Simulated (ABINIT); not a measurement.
## Dielectric calculation of Br (part 1 of 3)

The run: dielectric calculation of Br (Cmce, 4 atoms in the cell). Method and program: Kohn-Sham DFT of a periodic cell, LDA, PseudoDojo NC SR LDA v0.4.1 standard, no spin polarisation (ABINIT 10.8.3).

The structure derives from an entry of the Crystallography Open Database.

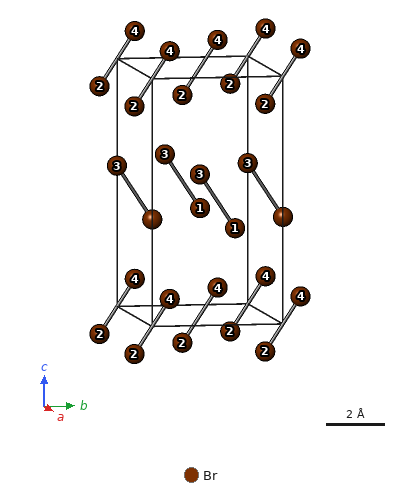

Fig. 1: The input geometry (ball-and-stick view of the cell 2 times as large as that of the calculation, set on its symmetry axes, seen slightly off an axis; atoms are numbered from 1 in the order of the input). An atom can appear more than once, as a periodic image.

Input
```
ndtset 3

pp_dirpath "./"
pseudos "Br.upf"

acell 3*1.0
rprim
     6.3556213886    -4.3889834107     0.0000000000
     6.3556213886     4.3889834107     0.0000000000
     0.0000000000     0.0000000000    16.4449636543
ntypat 1
znucl 35
natom 4
typat 1 1 1 1
chkprim 0
chksymtnons 0
tolsym 1.0e-6
xred
   0.3651000000   0.6349000000   0.3901000000
   0.1349000000   0.8651000000   0.8901000000
   0.6349000000   0.3651000000   0.6099000000
   0.8651000000   0.1349000000   0.1099000000

ecut 18.0

ngkpt 4 4 2
nshiftk 1
shiftk 0.0 0.0 0.0

ixc 7

nband 14
occopt 1

nstep 80
diemac 6.0

prteig 0
prtebands 0
prtwf 0
prtden 0
prtpot 0

kptopt1 1
tolvrs1 1.0e-15
prtwf1 1

iscf2 -3
rfelfd2 2
rfdir2 1 1 1
getwfk2 1
kptopt2 2
nqpt2 1
qpt2 0.0 0.0 0.0
tolwfr2 1.0e-18
prtwf2 1

rfelfd3 3
rfdir3 1 1 1
getwfk3 1
getddk3 2
kptopt3 2
nqpt3 1
qpt3 0.0 0.0 0.0
tolvrs3 1.0e-10
```

File mrgddb.in
```
merged_DDB
Br
2
runo_DS1_DDB
runo_DS3_DDB
```

File anaddb.abi
```
ddb_filepath "merged_DDB"
output_file "anaddb.abo"
outdata_prefix "ana"
asr 2
chneut 1
dipdip 1
dieflag 2
enunit 0
```

Hardware: 1 thread of Intel Xeon (Sapphire Rapids), 176 GiB of memory available, shared host.

Launch command:
```bash
abinit run.abi > log 2>&1
mrgddb < mrgddb.in > mrgddb.log 2>&1
anaddb anaddb.abi > anaddb.log 2>&1
```

Output
```
.Version 10.8.3 of ABINIT
 DATASET    1 : space group Cm c a (# 64); Bravais oC (1-face-center ortho.)
================================================================================
 Values of the parameters that define the memory need for DATASET  1.
     intxc =       0    ionmov =       0      iscf =       7    lmnmax =       6
     lnmax =       6     mgfft =      64  mpssoang =       3    mqgrid =    3141
     natom =       4  nloc_mem =       1    nspden =       1   nspinor =       1
    nsppol =       1      nsym =       8    n1xccc =    2501    ntypat =       1
    occopt =       1   xclevel =       1
       mpw =        3359          nfft =       57600          nkpt =          14
================================================================================
================================================================================

 DATASET    2 : space group Cm c a (# 64); Bravais oC (1-face-center ortho.)
================================================================================
 Values of the parameters that define the memory need for DATASET  2 (RF).
     intxc =       0      iscf =      -3    lmnmax =       6     lnmax =       6
     mgfft =      64  mpssoang =       3    mqgrid =    3141     natom =       4
  nloc_mem =       1    nspden =       1   nspinor =       1    nsppol =       1
      nsym =       8    n1xccc =    2501    ntypat =       1    occopt =       1
   xclevel =       1
      nfft =       57600          nkpt =          20
================================================================================
================================================================================

 DATASET    3 : space group Cm c a (# 64); Bravais oC (1-face-center ortho.)
================================================================================
 Values of the parameters that define the memory need for DATASET  3 (RF).
     intxc =       0      iscf =       7    lmnmax =       6     lnmax =       6
     mgfft =      64  mpssoang =       3    mqgrid =    3141     natom =       4
  nloc_mem =       1    nspden =       1   nspinor =       1    nsppol =       1
      nsym =       8    n1xccc =    2501    ntypat =       1    occopt =       1
   xclevel =       1
      nfft =       57600          nkpt =          20
================================================================================
================================================================================

--------------------------------------------------------------------------------
------------- Echo of variables that govern the present computation ------------
--------------------------------------------------------------------------------
 -outvars: echo values of preprocessed input variables --------
            acell      1.0000000000E+00  1.0000000000E+00  1.0000000000E+00 Bohr
              amu      7.99040000E+01
          chkprim           0
      chksymtnons           0
           diemac      6.00000000E+00
             ecut      1.80000000E+01 Hartree
           getddk1          0
           getddk2          0
           getddk3          2
           getwfk1          0
           getwfk2          1
           getwfk3          1
             iscf1          7
             iscf2         -3
             iscf3          7
              ixc           7
           jdtset        1    2    3
           kptopt1          1
           kptopt2          2
           kptopt3          2
         kptrlatt        4    0    0      0    4    0      0    0    2
          kptrlen      3.08952032E+01
            natom           4
            nband1         14
            nband2         14
            nband3         14
           ndtset           3
            ngfft          30      30      64
             nkpt1         14
             nkpt2         20
             nkpt3         20
             nqpt1          0
             nqpt2          1
             nqpt3          1
            nstep          80
             nsym           8
           ntypat           1
        optdriver1          0
        optdriver2          1
        optdriver3          1
           prtden           0
        prtebands           0
           prteig           0
            prtwf1          1
            prtwf2          1
            prtwf3          0
           rfelfd1          0
           rfelfd2          2
           rfelfd3          3
            rprim      6.3556213886E+00 -4.3889834107E+00  0.0000000000E+00
                       6.3556213886E+00  4.3889834107E+00  0.0000000000E+00
                       0.0000000000E+00  0.0000000000E+00  1.6444963654E+01
          spgroup          64
           tolsym      1.00000000E-06
           tolvrs1     1.00000000E-15
           tolvrs2     0.00000000E+00
           tolvrs3     1.00000000E-10
           tolwfr1     0.00000000E+00
           tolwfr2     1.00000000E-18
           tolwfr3     0.00000000E+00
            typat      1  1  1  1
           xangst      3.3632499977E+00  6.2662398957E-01  3.3947672277E+00
                       3.3632499977E+00  1.6959260088E+00  7.7459172247E+00
                       3.3632499977E+00 -6.2662398957E-01  5.3075327664E+00
                       3.3632499977E+00 -1.6959260088E+00  9.5638276935E-01
            xcart      6.3556213886E+00  1.1841477242E+00  6.4151803215E+00
                       6.3556213886E+00  3.2048356865E+00  1.4637662149E+01
                       6.3556213886E+00 -1.1841477242E+00  1.0029783333E+01
                       6.3556213886E+00 -3.2048356865E+00  1.8073015056E+00
             xred      3.6510000000E-01  6.3490000000E-01  3.9010000000E-01
                       1.3490000000E-01  8.6510000000E-01  8.9010000000E-01
                       6.3490000000E-01  3.6510000000E-01  6.0990000000E-01
                       8.6510000000E-01  1.3490000000E-01  1.0990000000E-01
            znucl       35.00000

================================================================================

 chkinp: Checking input parameters for consistency, jdtset=   1.

 chkinp: Checking input parameters for consistency, jdtset=   2.

 chkinp: Checking input parameters for consistency, jdtset=   3.

================================================================================
== DATASET  1 ==================================================================

--- !DatasetInfo
iteration_state: {dtset: 1, }
dimensions: {natom: 4, nkpt: 14, mband: 14, nsppol: 1, nspinor: 1, nspden: 1, mpw: 3359, }
cutoff_energies: {ecut:  18.0, pawecutdg:  -1.0, }
electrons: {nelect:   2.80000000E+01, charge:   0.00000000E+00, occopt:   1.00000000E+00, tsmear:   1.00000000E-02, }
meta: {optdriver: 0, ionmov: 0, optcell: 0, iscf: 7, paral_kgb: 0, }
...

 Exchange-correlation functional for the present dataset will be:
  LDA: Perdew-Wang 92 LSD fit to Ceperley-Alder data - ixc=7
  J.P.Perdew and Y.Wang, PRB 45, 13244 (1992)

 Real(R)+Recip(G) space primitive vectors, cartesian coordinates (Bohr,Bohr^-1):
 R(1)=  6.3556214 -4.3889834  0.0000000  G(1)=  0.0786705 -0.1139216  0.0000000
 R(2)=  6.3556214  4.3889834  0.0000000  G(2)=  0.0786705  0.1139216  0.0000000
 R(3)=  0.0000000  0.0000000 16.4449637  G(3)=  0.0000000  0.0000000  0.0608089
 Unit cell volume ucvol=  9.1745521E+02 bohr^3
 Angles (23,13,12)=  9.00000000E+01  9.00000000E+01  6.92553688E+01 degrees

 getcut: wavevector=  0.0000  0.0000  0.0000  ngfft=  30  30  64
         ecut(hartree)=     18.000   => boxcut(ratio)=   2.03422

--- Pseudopotential description ------------------------------------------------
- pspini: atom type   1  psp file is ./Br.upf
  35.00000   7.00000  180309                  znucl, zion, pspdat
12 -1012 2 -1 1084                            pspcod,pspxc,lmax,lloc,mmax
     nproj     2     2     2

   1.14708126E+03                                ecore*ucvol(ha*bohr**3)
--------------------------------------------------------------------------------

================================================================================

--- !BeginCycle
iteration_state: {dtset: 1, }
solver: {iscf: 7, nstep: 80, nline: 4, wfoptalg: 0, }
tolerances: {tolvrs: 1.00E-15, }
...

     iter   Etot(hartree)      deltaE(h)  residm     vres2
 ETOT  1  -63.024161659227    -6.302E+01 2.393E-02 6.549E+00
 ETOT  2  -63.108840413100    -8.468E-02 3.791E-02 1.542E+00
 ETOT  3  -63.110682021047    -1.842E-03 3.483E-04 7.947E-02
 ETOT  4  -63.110757079066    -7.506E-05 7.292E-05 4.233E-03
 ETOT  5  -63.110759017397    -1.938E-06 2.020E-07 5.855E-04
 ETOT  6  -63.110759311936    -2.945E-07 2.859E-08 1.173E-05
 ETOT  7  -63.110759320566    -8.630E-09 1.472E-09 5.266E-07
 ETOT  8  -63.110759321190    -6.241E-10 5.592E-11 7.239E-08
 ETOT  9  -63.110759321248    -5.811E-11 1.197E-11 4.284E-10
 ETOT 10  -63.110759321251    -2.771E-12 6.684E-13 4.011E-11
 ETOT 11  -63.110759321251     9.237E-14 1.190E-13 4.128E-12
 ETOT 12  -63.110759321251    -2.558E-13 7.740E-15 2.528E-14
 ETOT 13  -63.110759321250     1.187E-12 1.323E-15 3.685E-14
 ETOT 14  -63.110759321251    -1.393E-12 9.384E-17 5.887E-16

 At SCF step   14       vres2   =  5.89E-16 < tolvrs=  1.00E-15 =>converged.

 Cartesian components of stress tensor (hartree/bohr^3)
  sigma(1 1)=  5.45353596E-05  sigma(3 2)=  0.00000000E+00
  sigma(2 2)=  8.20647760E-05  sigma(3 1)=  0.00000000E+00
  sigma(3 3)=  4.04148086E-05  sigma(2 1)=  0.00000000E+00

--- !ResultsGS
iteration_state: {dtset: 1, }
comment   : Summary of ground state results
lattice_vectors:
- [  6.3556214,  -4.3889834,   0.0000000, ]
- [  6.3556214,   4.3889834,   0.0000000, ]
- [  0.0000000,   0.0000000,  16.4449637, ]
lattice_lengths: [   7.72380,    7.72380,   16.44496, ]
lattice_angles: [ 90.000,  90.000,  69.255, ] # degrees, (23, 13, 12)
lattice_volume:   9.1745521E+02
convergence: {deltae: -1.393E-12, res2:  5.887E-16, residm:  9.384E-17, diffor: null, }
etotal    :  -6.31107593E+01
entropy   :   0.00000000E+00
fermie    :   3.70467870E-03
cartesian_stress_tensor: # hartree/bohr^3
- [  5.45353596E-05,   0.00000000E+00,   0.00000000E+00, ]
- [  0.00000000E+00,   8.20647760E-05,   0.00000000E+00, ]
- [  0.00000000E+00,   0.00000000E+00,   4.04148086E-05, ]
pressure_GPa:  -1.7360E+00
xred      :
- [  3.6510E-01,   6.3490E-01,   3.9010E-01, Br]
- [  1.3490E-01,   8.6510E-01,   8.9010E-01, Br]
- [  6.3490E-01,   3.6510E-01,   6.0990E-01, Br]
- [  8.6510E-01,   1.3490E-01,   1.0990E-01, Br]
cartesian_forces: # hartree/bohr
- [ -1.36913201E-20,   5.54784959E-03,  -1.22094322E-02, ]
- [  5.03474929E-19,  -5.54784959E-03,  -1.22094322E-02, ]
- [ -2.59251854E-19,  -5.54784959E-03,   1.22094322E-02, ]
- [ -2.30531755E-19,   5.54784959E-03,   1.22094322E-02, ]
force_length_stats: {min:   1.34107744E-02, max:   1.34107744E-02, mean:   1.34107744E-02, }
...

 Integrated electronic density in atomic spheres:
 ------------------------------------------------
 Atom  Sphere_radius  Integrated_density
    1        2.00000          4.16744037
    2        2.00000          4.16744037
    3        2.00000          4.16744037
    4        2.00000          4.16744037
================================================================================

 ----iterations are completed or convergence reached----

 Mean square residual over all n,k,spin=   12.483E-19; max=  93.837E-18
 reduced coordinates (array xred) for    4 atoms
       0.365100000000      0.634900000000      0.390100000000
       0.134900000000      0.865100000000      0.890100000000
       0.634900000000      0.365100000000      0.609900000000
       0.865100000000      0.134900000000      0.109900000000
 rms dE/dt=  1.1762E-01; max dE/dt=  2.0078E-01; dE/dt below (all hartree)
    1       0.024349419828     -0.024349419828      0.200783668734
    2      -0.024349419828      0.024349419828      0.200783668734
    3      -0.024349419828      0.024349419828     -0.200783668734
    4       0.024349419828     -0.024349419828     -0.200783668734

 cartesian coordinates (angstrom) at end:
    1      3.36324999769313     0.62662398956781     3.39476722769058
    2      3.36324999769313     1.69592600883030     7.74591722473055
    3      3.36324999769313    -0.62662398956781     5.30753276638936
    4      3.36324999769313    -1.69592600883030     0.95638276934939

 cartesian forces (hartree/bohr) at end:
    1     -0.00000000000000     0.00554784959280    -0.01220943219788
    2      0.00000000000000    -0.00554784959280    -0.01220943219788
    3     -0.00000000000000    -0.00554784959280     0.01220943219788
    4     -0.00000000000000     0.00554784959280     0.01220943219788
 frms,max,avg= 7.7427142E-03 1.2209432E-02   0.000E+00  0.000E+00  0.000E+00 h/b

 cartesian forces (eV/Angstrom) at end:
    1     -0.00000000000000     0.28528189630276    -0.62783424675274
    2      0.00000000000000    -0.28528189630276    -0.62783424675274
    3     -0.00000000000000    -0.28528189630276     0.62783424675274
    4     -0.00000000000000     0.28528189630276     0.62783424675274
 frms,max,avg= 3.9814637E-01 6.2783425E-01   0.000E+00  0.000E+00  0.000E+00 e/A
 length scales=  1.000000000000  1.000000000000  1.000000000000 bohr
              =  0.529177210544  0.529177210544  0.529177210544 angstroms
 Fermi (or HOMO) energy (hartree) =   0.00370   Average Vxc (hartree)=  -0.31267
 Eigenvalues (hartree) for nkpt=  14  k points:
 kpt#   1, nband= 14, wtk=  0.03125, kpt=  0.0000  0.0000  0.0000 (reduced coord)
  -0.58533   -0.57371   -0.48135   -0.45670   -0.18047   -0.14315   -0.07722   -0.07621
  -0.05796   -0.05654   -0.03244   -0.01034    0.00074    0.00258
 prteigrs : prtvol=0 or 1, do not print more k-points.

--- !EnergyTerms
iteration_state     : {dtset: 1, }
comment             : Components of total free energy in Hartree
kinetic             :  1.73508487977852E+01
hartree             :  8.74267794332975E+00
xc                  : -2.05344054189819E+01
Ewald energy        : -4.38990270690881E+01
psp_core            :  1.25028584307100E+00
local_psp           : -3.52170816474057E+01
non_local_psp       :  9.19594223003861E+00
total_energy        : -6.31107593212511E+01
total_energy_eV     : -1.71733124816771E+03
band_energy         : -5.67354540203325E+00
...

 Cartesian components of stress tensor (hartree/bohr^3)
  sigma(1 1)=  5.45353596E-05  sigma(3 2)=  0.00000000E+00
  sigma(2 2)=  8.20647760E-05  sigma(3 1)=  0.00000000E+00
  sigma(3 3)=  4.04148086E-05  sigma(2 1)=  0.00000000E+00

-Cartesian components of stress tensor (GPa)         [Pressure= -1.7360E+00 GPa]
- sigma(1 1)=  1.60448567E+00  sigma(3 2)=  0.00000000E+00
- sigma(2 2)=  2.41442907E+00  sigma(3 1)=  0.00000000E+00
- sigma(3 3)=  1.18904472E+00  sigma(2 1)=  0.00000000E+00

================================================================================
== DATASET  2 ==================================================================

--- !DatasetInfo
iteration_state: {dtset: 2, }
dimensions: {natom: 4, nkpt: 20, mband: 14, nsppol: 1, nspinor: 1, nspden: 1, mpw: 3392, }
cutoff_energies: {ecut:  18.0, pawecutdg:  -1.0, }
electrons: {nelect:   2.80000000E+01, charge:   0.00000000E+00, occopt:   1.00000000E+00, tsmear:   1.00000000E-02, }
meta: {optdriver: 1, rfelfd: 2, }
...

 mkfilename : getwfk/=0, take file _WFK from output of DATASET   1.

 Exchange-correlation functional for the present dataset will be:
  LDA: Perdew-Wang 92 LSD fit to Ceperley-Alder data - ixc=7
  J.P.Perdew and Y.Wang, PRB 45, 13244 (1992)

 Real(R)+Recip(G) space primitive vectors, cartesian coordinates (Bohr,Bohr^-1):
 R(1)=  6.3556214 -4.3889834  0.0000000  G(1)=  0.0786705 -0.1139216  0.0000000
 R(2)=  6.3556214  4.3889834  0.0000000  G(2)=  0.0786705  0.1139216  0.0000000
 R(3)=  0.0000000  0.0000000 16.4449637  G(3)=  0.0000000  0.0000000  0.0608089
 Unit cell volume ucvol=  9.1745521E+02 bohr^3
 Angles (23,13,12)=  9.00000000E+01  9.00000000E+01  6.92553688E+01 degrees
 setup1 : take into account q-point for computing boxcut.

 getcut: wavevector=  0.0000  0.0000  0.0000  ngfft=  30  30  64
         ecut(hartree)=     18.000   => boxcut(ratio)=   2.03422
--------------------------------------------------------------------------------

 ==>  initialize data related to q vector <==

 The list of irreducible perturbations for this q vector is:
    1)    idir= 1    ipert=   5
    2)    idir= 2    ipert=   5
    3)    idir= 3    ipert=   5

================================================================================
```
